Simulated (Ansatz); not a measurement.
**Geometry relaxation of W (part 2 of 3)**

W (slab, 20 atoms in the cell); DFT PBE+D3(BJ), scalar-relativistic, plane waves, PAW, no spin polarisation (Ansatz 0.2.0); cutoff 420 eV, 3×3×1 k-mesh, Gaussian smearing of 0.1 eV. The structure derives from an entry of the Crystallography Open Database. The input holds or restrains some coordinates. Forces given for the steps count only the free coordinates. It belongs to a series of runs on one base structure; here: clean slab, lower planes held.

Geometry of the input (Å; fractional positions):
```
6.3187  0.0000  0.0000
0.0000  6.3187  0.0000
0.0000  0.0000  22.3187
W  0.2500  0.7500  0.3584
W  0.2500  0.2500  0.3584
W  0.7500  0.7500  0.3584
W  0.7500  0.2500  0.3584
W  0.5000  0.5000  0.4292
W  0.5000  0.0000  0.4292
W  0.0000  0.5000  0.4292
W  0.0000  0.0000  0.4292
W  0.7500  0.2500  0.5000
W  0.7500  0.7500  0.5000
W  0.2500  0.2500  0.5000
W  0.2500  0.7500  0.5000
W  0.0000  0.0000  0.5708
W  0.0000  0.5000  0.5708
W  0.5000  0.0000  0.5708
W  0.5000  0.5000  0.5708
W  0.2500  0.7500  0.6416
W  0.2500  0.2500  0.6416
W  0.7500  0.7500  0.6416
W  0.7500  0.2500  0.6416
```

Output, continued
```
SCF iter   1: F=—  HF=-207684.988655 eV  |F-HF|=—  |Δ(HF+E_count)|=         —  Δρ=3.75e-6  dr2=2.84e-7  ethr=1.02e-10  p=0.034 e·Å  D=6.99e-3 V/Å  ΔV_dip=-0.16 eV  dr2_dipole=1.04e-8  V_vac-E_F(+/−)=4.07/4.22 eV  ⟨swp⟩=1.0  Hψ=1188  notcnv=0
efield: sawtooth ramp at fractional position 0.9800 (handed on by an earlier solve), width 0.0400; the density the first Hamiltonian is built on has a dipole p = 0.034 e·Å; the dipole correction subtracts the counter field D = 6.99e-3 V/Å, which shifts the + side's vacuum level by -0.16 eV against the − side's; the planar-averaged density in the ramp window peaks in size at 8.4e-7 e/Å³
preconditioner: auto → LDOS  [metal: Δε(μ)=0.011 eV  Ē_g=4.260 eV  σ=0.100 eV  W_gap=0.06  n_scr=178 (ndim 8)  ℏωp=13.6 eV  f_vac=0.550  D(μ)=28.34/eV (n_scr^D=220)  β→1.0]
SCF iter   2: F=—  HF=-207684.988685 eV  |F-HF|=—  |Δ(HF+E_count)|=   3.06e-5  Δρ=2.75e-6  dr2=2.05e-7  ethr=1.01e-10  p=0.035 e·Å  D=7.02e-3 V/Å  ΔV_dip=-0.16 eV  dr2_dipole=2.07e-8  V_vac-E_F(+/−)=4.07/4.22 eV  ⟨swp⟩=2.7  Hψ=823  notcnv=0
SCF iter   3: F=-207684.988685 eV  HF=-207684.988685 eV  |F-HF|=2.46e-8  |Δ(HF+E_count)|=   8.64e-9  Δρ=9.17e-7  dr2=3.60e-8  ethr=3.57e-11  p=0.035 e·Å  D=7.02e-3 V/Å  ΔV_dip=-0.16 eV  dr2_dipole=2.23e-9  V_vac-E_F(+/−)=4.07/4.22 eV  ⟨swp⟩=11.0  Hψ=4007  notcnv=0
SCF 6 converged in 3 iterations: F = -207684.988685 eV  dr2 = 3.60e-8
relax step   6: F+E_penalty+E_count = -207684.98868537 eV  Δ(F+E_penalty+E_count) = -1.282e-7 eV  max|allowed force component| = 4.291e-3 eV/Å  Δτ_max = 0.0000 Å  (3 SCF iters, accepted)
```

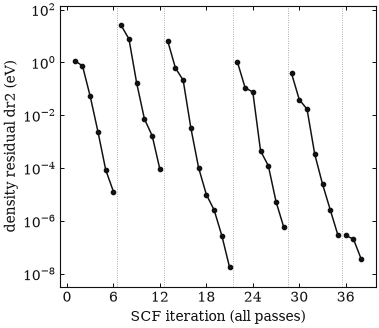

**Figure 1.** Convergence of the self-consistent field: density residual dr2 against the SCF iteration. The dotted lines part the SCF passes of the relaxation: geometry steps, rejected trials and re-solves on a re-selected basis. The 6 passes take 3 to 9 iterations each, 38 in all.

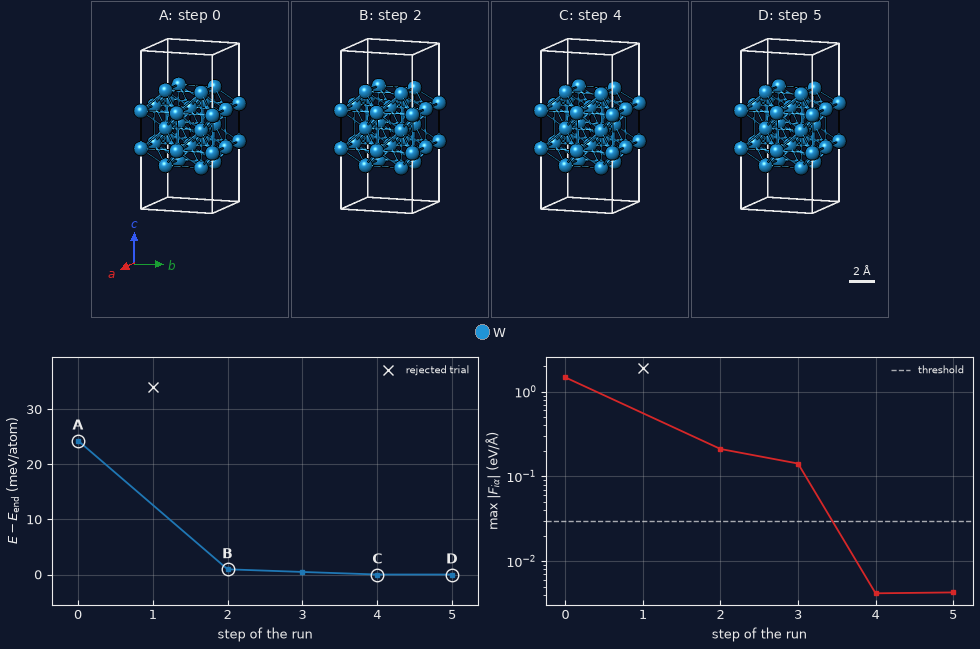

**Figure 2.** Frames of the restrained relaxation (ball-and-stick view of the cell of the calculation, with the vacuum cut short, seen slightly off an axis) above the curves, on which the letters mark them (the first geometry is step 0 here and step 1 in the log).

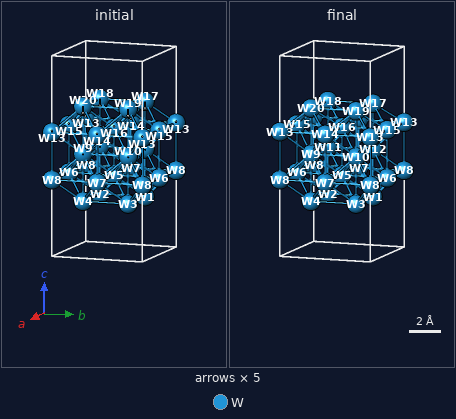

**Figure 3.** Before (left) and after (right) the restrained relaxation, at one scale (ball-and-stick view of the cell of the calculation, with the vacuum cut short, seen slightly off an axis). The white arrows give the displacements, magnified 5 times. The energy falls by 24.3 meV per atom in 5 geometry steps. The largest force component goes from 1.5 to 0.0043 eV/Å. The line search rejected the trial step at point 1 (counted from 0) and went back. The largest moves, 0.13 Å, are those of W17, W18, W19 and W20. The cell doesn't change. Distances before and after: W10–W19 3.159 → 3.052 Å, W13–W17 2.736 → 2.640 Å, W5–W16 3.159 → 3.198 Å, W10–W13 2.736 → 2.774 Å. (Atoms are counted from 1 in the order of the input.)

```
WARN: The output density's exchange-correlation potential varies sharply where the density is thin. Do not read a vacuum level from v_tot or v_xc, or from such a field of the output density. On a cell that repeats whose density bears no net charge and no dipole along the vacuum's axis use v_es (v_loc + v_h of the components); under efield.dipole_correction with no amplitude use v_es + v_field, which holds any external_charges[].barrier, or the levels of the report's work_function block, which leave it out; under a non-zero efield.amplitude the vacuum is tilted and has no level; on a cell that repeats and bears such a dipole with no correction it is tilted too, and efield.dipole_correction with no amplitude gives each side of its ramp a level where efield: is served; in a cell that repeats whose density bears a net charge (total_charge, or a fill off its count) it is curved and has none; of a slab under crystal.periodic whose density bears no net charge use v_es, which has a level on each side, short of where the two are joined; of another it falls or rises all the way out and has none; of a slab beside external_charges read slab_vacuum_level instead, which it has where they leave it neutral. The grid or the basis barely resolves most such structure, and the values can differ between equally converged runs; as a rule a tighter scf.convergence.dr2_threshold does not remove it. Where the density itself ripples (under the LDA too) a higher basis.ecutwfc lessens it. The files hold the spikes' plane waves up to the density's cutoff. Files: v_tot_of_output_density and the like, and their columns of v_z.tsv (output.write_potential); v_xc_of_output_density and the like, and their columns of v_comp_z.tsv (output.write_potential_components). Measured: with its Gaussian average of σ = 0.25 Å subtracted twice, the exchange-correlation potential is over 0.1 eV at 328 of the grid points where the equally averaged density (valence and model cores) is under 1e-3 e/Å³, and 0.723 eV at the most among them, at an averaged density of 5.1e-8 e/Å³. The input density's (outcome.potential() and, of a run that writes arrays, v_tot and v_xc) is over 0.1 eV, so measured, at 1 points of its own thin density, 0.107 eV at the most. See output.write_potential in the manual, Limitations
SCF converged after 3 iterations
Free energy (F): -207684.988685 eV
Harris-Foulkes:  -207684.988685 eV  (|F-HF|=2.46e-8)
Internal energy: -207684.846988 eV  (E = F + TS)
E sigma→0 (E₀):  -207684.917836 eV
Entropy (-TS):   -0.141698 eV (-7.085 meV/atom)
Fermi energy:    5.453242 eV
Dipole field:    D = 0.006987 V/Å  (p = 0.034407 e·Å, saw-weighted, corrected)
Work function:   Φ+ = 4.0681 eV   Φ− = 4.2240 eV
Levels:          The Fermi level and band energies are counted from a zero that moves with the ramp; work functions are not
--- Per-component energies (eV) ---
  E_band       = -6358.139439
  E_kinetic    = 8963.774159
  E_local      = -293875.110651  (includes V_loc(G=0)·N_el)
  E_nonlocal   = 32.484561
  E_hartree    = 142881.450049
  E_xc         = -5312.315083
  E_vxc        = -4740.891978  (∫ρ·V_xc dr)
  E_paw        = -171252.315405  (= ΣΔE_a)
  E_vpaw       = -2501.326742  (= ΣTr[D̂ρ^β])
  E_aug_tail   = -0.001150  (compensation charges beyond the density's cutoff)
  E_efield     = 0.000120  (sawtooth field / dipole correction)
  E_vefield    = 0.047895  (∫n·V_field dr)
  E_ewald      = 110886.628340
  E_disp       = -9.441928  (pairwise vdW)
  E_smearing   = -0.141698  (= −TS)
  E_closure    = 0.000000  (closes the sum)
  Σ components = -207684.988685   (vs F -207684.988685, Δ=0.00e0)
--- Forces (eV/Å), atoms counted from 1 ---
  atom   1  W      0.00000000    -0.00000000     1.29664706
  atom   2  W      0.00000000    -0.00000000     1.29664706
  atom   3  W      0.00000000    -0.00000000     1.29664706
  atom   4  W      0.00000000    -0.00000000     1.29664706
  atom   5  W      0.00000000    -0.00000000    -1.30219130
  atom   6  W      0.00000000     0.00000000    -1.30219130
  atom   7  W     -0.00000000    -0.00000000    -1.30219130
  atom   8  W      0.00000000    -0.00000000    -1.30219130
  atom   9  W      0.00000000    -0.00000000     0.00429094
  atom  10  W      0.00000000     0.00000000     0.00429094
  atom  11  W      0.00000000    -0.00000000     0.00429094
  atom  12  W      0.00000000    -0.00000000     0.00429094
  atom  13  W      0.00000000    -0.00000000     0.00265740
  atom  14  W     -0.00000000     0.00000000     0.00265740
  atom  15  W      0.00000000     0.00000000     0.00265740
  atom  16  W      0.00000000     0.00000000     0.00265740
  atom  17  W      0.00000000    -0.00000000    -0.00131456
  atom  18  W      0.00000000    -0.00000000    -0.00131456
  atom  19  W      0.00000000    -0.00000000    -0.00131456
  atom  20  W     -0.00000000     0.00000000    -0.00131456
  max |Σ_I F_I| component: 3.58e-4 eV/Å
--- Band table (eV) ---
  k-point 0: bands = ["-68.6048", "-68.5641", "-68.5641", "-68.5548", "-68.5357", "-68.5151", "-68.5151", "-68.5063", "-68.3988", "-68.3476", "-68.3476", "-68.3381", "-68.3225", "-68.3104", "-68.3104", "-68.3012", "-68.2966", "-68.2966", "-68.2869", "-68.2160", "-33.4351", "-33.4351", "-33.3972", "-33.3972", "-33.3354", "-33.3354", "-33.1655", "-33.1655", "-33.1249", "-33.1249", "-33.0908", "-33.0231", "-33.0231", "-33.0062", "-33.0037", "-33.0037", "-32.9368", "-32.9069", "-32.8302", "-32.8302",
      "-32.8183", "-32.8103", "-32.8103", "-32.8024", "-32.8024", "-32.7581", "-32.7581", "-32.7088", "-32.7088", "-32.6685", "-32.6096", "-32.6057", "-32.6057", "-32.5600", "-32.5600", "-32.5349", "-32.5349", "-32.5043", "-32.5043", "-32.4989", "-32.4870", "-32.4055", "-32.4055", "-32.3972", "-32.3972", "-32.3486", "-32.3486", "-32.2684", "-32.2684", "-32.2524", "-32.2524", "-32.2291", "-32.2261", "-32.2261", "-32.1184", "-32.1184", "-32.0834", "-32.0834", "-32.0831", "-32.0831",
      "-3.4177", "-1.5679", "-0.4790", "-0.4790", "-0.3573", "-0.3573", "-0.1688", "-0.0221", "0.0774", "0.1515", "0.2581", "0.2581", "0.6757", "1.0638", "1.1262", "1.1262", "1.1717", "1.1717", "1.3572", "1.4430", "1.9613", "1.9613", "2.0757", "2.3011", "2.3011", "2.4534", "2.4534", "2.5017", "2.5017", "2.7864", "2.7864", "2.9638", "3.0170", "3.0498", "3.0498", "3.1861", "3.1861", "3.5681", "3.5681", "3.9987",
      "3.9987", "4.0154", "4.0154", "4.3146", "4.3146", "4.3175", "4.3175", "4.4647", "4.4647", "4.5396", "4.7653", "4.7653", "5.0553", "5.1871", "5.1871", "5.1888", "5.4029", "5.4565", "5.4565", "5.4633", "5.5065", "5.5065", "5.6530", "5.6530", "6.4396", "6.4396", "6.7400", "6.7400", "6.9829", "6.9829", "7.0115", "7.0115", "7.1153", "7.1153", "7.1543", "7.1543", "7.1626", "7.1855", "7.1855", "7.2163",
      "7.2249", "7.3725", "7.6791", "7.6791", "7.8093", "7.8093", "8.0213", "8.1226"]
  k-point 1: bands = ["-68.5948", "-68.5744", "-68.5618", "-68.5571", "-68.5313", "-68.5212", "-68.5129", "-68.5085", "-68.3859", "-68.3510", "-68.3452", "-68.3405", "-68.3401", "-68.3278", "-68.3081", "-68.3035", "-68.2942", "-68.2893", "-68.2581", "-68.2270", "-33.3768", "-33.3630", "-33.3265", "-33.3163", "-33.2852", "-33.2804", "-33.2340", "-33.2043", "-33.1849", "-33.1644", "-33.0839", "-33.0801", "-33.0141", "-32.9928", "-32.9883", "-32.9843", "-32.9761", "-32.9673", "-32.8938", "-32.8549",
      "-32.8239", "-32.8114", "-32.8099", "-32.8088", "-32.8030", "-32.7595", "-32.7495", "-32.7447", "-32.7240", "-32.7109", "-32.6632", "-32.6493", "-32.6463", "-32.5985", "-32.5760", "-32.5593", "-32.5554", "-32.5371", "-32.4268", "-32.4078", "-32.4036", "-32.3861", "-32.3785", "-32.3292", "-32.3215", "-32.3192", "-32.3149", "-32.3122", "-32.3043", "-32.2675", "-32.2642", "-32.2147", "-32.1925", "-32.1734", "-32.1391", "-32.1337", "-32.1306", "-32.1223", "-32.0941", "-32.0934",
      "-2.8064", "-1.3099", "-1.1463", "-0.5394", "0.0935", "0.1505", "0.1544", "0.2540", "0.2892", "0.3712", "0.5488", "0.6199", "0.8511", "0.9462", "1.0783", "1.1427", "1.1572", "1.4508", "1.4578", "1.4991", "1.7582", "1.9176", "1.9381", "2.2435", "2.2528", "2.2690", "2.4006", "2.4534", "2.5472", "2.6286", "2.8560", "2.9835", "2.9844", "3.0042", "3.1266", "3.2232", "3.2440", "3.3863", "3.5599", "3.6601",
      "3.7020", "3.8382", "3.8634", "3.8648", "3.9255", "4.0374", "4.1333", "4.3448", "4.3723", "4.3894", "4.6174", "4.6303", "4.6563", "4.7360", "4.8648", "4.8921", "5.3698", "5.4165", "5.5005", "5.5759", "5.5902", "5.7606", "5.8075", "5.8498", "5.9093", "5.9765", "6.2174", "6.2717", "6.4412", "6.5173", "6.5709", "6.6891", "6.7042", "6.7382", "6.7521", "6.7655", "6.8996", "7.0427", "7.0468", "7.2519",
      "7.2566", "7.2797", "7.3505", "7.4578", "7.6001", "7.6373", "7.6802", "7.8627"]
  k-point 2: bands = ["-68.5866", "-68.5701", "-68.5701", "-68.5614", "-68.5272", "-68.5181", "-68.5181", "-68.5118", "-68.3742", "-68.3431", "-68.3431", "-68.3403", "-68.3400", "-68.3400", "-68.3315", "-68.3225", "-68.2744", "-68.2621", "-68.2621", "-68.2361", "-33.3104", "-33.3104", "-33.3055", "-33.2512", "-33.2512", "-33.2304", "-33.1981", "-33.1923", "-33.1333", "-33.1217", "-33.1217", "-33.1184", "-33.0515", "-33.0458", "-32.9996", "-32.9996", "-32.9754", "-32.9754", "-32.9681", "-32.8895",
      "-32.8846", "-32.8782", "-32.8299", "-32.8299", "-32.8076", "-32.7598", "-32.7590", "-32.7590", "-32.7422", "-32.6866", "-32.6866", "-32.6673", "-32.6575", "-32.6505", "-32.6106", "-32.6106", "-32.4485", "-32.4485", "-32.4382", "-32.4076", "-32.3795", "-32.3795", "-32.3632", "-32.3437", "-32.3305", "-32.3282", "-32.2927", "-32.2927", "-32.2880", "-32.2768", "-32.2768", "-32.2529", "-32.1518", "-32.1498", "-32.1498", "-32.1376", "-32.1188", "-32.1188", "-32.1100", "-32.0925",
      "-2.2350", "-0.8708", "-0.8708", "-0.6457", "-0.1986", "0.1002", "0.1002", "0.7914", "0.8385", "0.8385", "0.8634", "0.8864", "1.1656", "1.3571", "1.4965", "1.4965", "1.5438", "1.5438", "1.6400", "1.6527", "1.7501", "1.7501", "1.8243", "1.8437", "2.2534", "2.3279", "2.3279", "2.5053", "2.6263", "2.6263", "2.7168", "2.7321", "2.8570", "2.9372", "2.9601", "2.9601", "3.0174", "3.0948", "3.0948", "3.1534",
      "3.1772", "3.3158", "3.4595", "3.5216", "3.5216", "3.5816", "3.6241", "3.6241", "3.8357", "4.1534", "4.1534", "4.5074", "4.8881", "4.8881", "4.9910", "5.0310", "5.0310", "5.1399", "5.2641", "5.2641", "5.3381", "5.3459", "5.4450", "5.6078", "5.6268", "5.6991", "5.7259", "5.7259", "6.3381", "6.4252", "6.5418", "6.5418", "6.7155", "6.8615", "6.8615", "7.0065", "7.0332", "7.0376", "7.0376", "7.1850",
      "7.3471", "7.3471", "7.5541", "7.5654", "7.7708", "7.7708", "8.0323", "8.0328"]
--- Relaxed structure (6 steps of the walk, 5 accepted, 0 SCFs on fresh bases) ---
  F+E_penalty+E_count = -207684.98868537 eV   max|allowed force component| = 4.291e-3 eV/Å
  atoms:
    - { symbol: W, position: [0.25, 0.75, 0.358443014] }
    - { symbol: W, position: [0.25, 0.25, 0.358443014] }
    - { symbol: W, position: [0.75, 0.75, 0.358443014] }
    - { symbol: W, position: [0.75, 0.25, 0.358443014] }
    - { symbol: W, position: [0.5, 0.5, 0.42922150700000006] }
    - { symbol: W, position: [0.5, 0.0, 0.42922150700000006] }
    - { symbol: W, position: [0.0, 0.5, 0.42922150700000006] }
    - { symbol: W, position: [0.0, 0.0, 0.42922150700000006] }
    - { symbol: W, position: [0.75, 0.25, 0.4988136946934636] }
    - { symbol: W, position: [0.75, 0.75, 0.4988136946934636] }
    - { symbol: W, position: [0.25, 0.25, 0.4988136946934636] }
    - { symbol: W, position: [0.25, 0.75, 0.4988136946934636] }
    - { symbol: W, position: [-3.5051544290690417e-34, 5.333930652931151e-35, 0.5725173934588592] }
    - { symbol: W, position: [-2.2859702798276357e-34, 0.5, 0.5725173934588592] }
    - { symbol: W, position: [0.5, 3.0479603731035144e-35, 0.5725173934588592] }
    - { symbol: W, position: [0.5, 0.5, 0.5725173934588592] }
    - { symbol: W, position: [0.25, 0.75, 0.6355471228676485] }
    - { symbol: W, position: [0.25, 0.25, 0.6355471228676485] }
    - { symbol: W, position: [0.75, 0.75, 0.6355471228676485] }
    - { symbol: W, position: [0.75, 0.25, 0.6355471228676485] }
```
